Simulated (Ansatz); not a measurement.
Consider Zr16O31 (cell with a defect).

```xyz
47
Lattice="-4.2512 -5.2113 -5.2149 4.2512 -5.2113 5.2149 -6.0053 5.2113 5.2297" Properties=species:S:1:pos:R:3 pbc="T T T"
Zr   -2.1059   -5.4379    4.1359
Zr   -1.2271   -5.4373   -1.0924
Zr    3.0240   -5.4473    4.1148
Zr   -2.1185   -0.2271    4.1277
Zr   -1.6815   -7.5840    1.5264
Zr   -6.8079   -2.3680    1.5295
Zr   -2.5555   -2.3847    6.7365
Zr   -1.6804   -2.3762    1.5187
Zr   -4.3228    2.3813    3.7025
Zr    0.7848   -2.8251    3.7093
Zr   -3.4516   -2.8285   -1.5153
Zr   -4.3231   -2.8277    3.7086
Zr   -3.8870    0.2330    1.1039
Zr   -4.7736    0.2317    6.3279
Zr   -9.0204    0.2286    1.1077
Zr   -3.8953   -4.9832    1.0999
O    -5.4943    0.8439    4.3890
O    -0.3528   -4.3700    4.3890
O    -4.6183   -4.3778   -0.8305
O    -5.5241   -4.3425    4.4084
O    -5.0672    1.7589    1.7837
O     0.0586   -3.4494    1.7614
O    -4.1935   -3.4491   -3.4402
O    -5.0732   -3.4657    1.7895
O    -3.1920    1.3462    5.3344
O    -3.1953   -3.8694    5.3275
O    -2.3239   -3.8689    0.1067
O    -3.2493   -6.4682    2.5116
O    -2.3701   -6.4625   -2.7130
O     1.8829   -6.4741    2.4961
O    -3.2549   -1.2685    2.5129
O    -2.7379    1.2583    2.6751
O    -3.6421    1.2710    8.0041
O    -7.8840    1.2658    2.7262
O    -2.7567   -3.9496    2.7194
O    -7.9560   -1.3388   -0.0991
O    -2.7720   -6.6198   -0.0914
O    -2.8085   -1.3232   -0.1046
O    -3.6869   -1.3428    5.1212
O    -5.1952   -1.7683   -1.7594
O    -6.0580   -1.7454    3.4408
O    -6.0678    3.4367    3.4557
O    -0.9621   -1.7639    3.4502
O    -0.4948   -6.0471    0.8330
O    -5.6420   -0.8594    0.8254
O    -1.3746   -0.8517    6.0536
O    -0.5137   -0.8318    0.8400
```

The calculation used Ansatz 0.2.0, DFT PBEsol, scalar-relativistic, plane waves, PAW.

What can the converged valence pseudo-density and electron localisation function tell about the bonding?

Answer. Zr–O (2.16 Å): ρ at the midpoint is about 0.59 e/Å³; the ELF peaks at about 0.85 in the valence shell of O, 0.6 Å from its nucleus, and drops to about 0.20 between the two atoms: no localised pair shows between them.
Zr–O (2.16 Å): the density is about 0.59 e/Å³ at the midpoint; the ELF peaks at about 0.85 in the valence shell of O, 0.6 Å from its nucleus, and drops to about 0.20 between the two atoms: no shared electron pair shows on this line.

Does the calculation make it a metal, or give it a gap?

Answer. It is gapped, with a Kohn–Sham gap of 1.2 eV on the k-point mesh, an upper bound to the gap of this method.

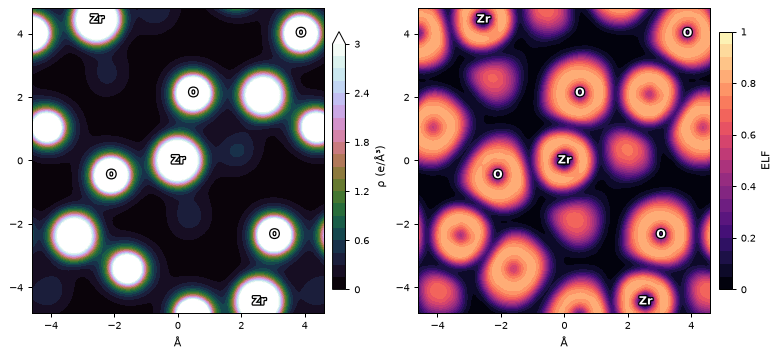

Computed valence pseudo-density and electron localisation function on the (101̄) plane of the calculation cell, in this order. Atoms just off the plane (Zr, 0.3 Å away and O, 0.3 Å away) can leave unmarked features too.

Core electrons are frozen (PAW), and the valence fields are smoothed inside the atomic spheres.
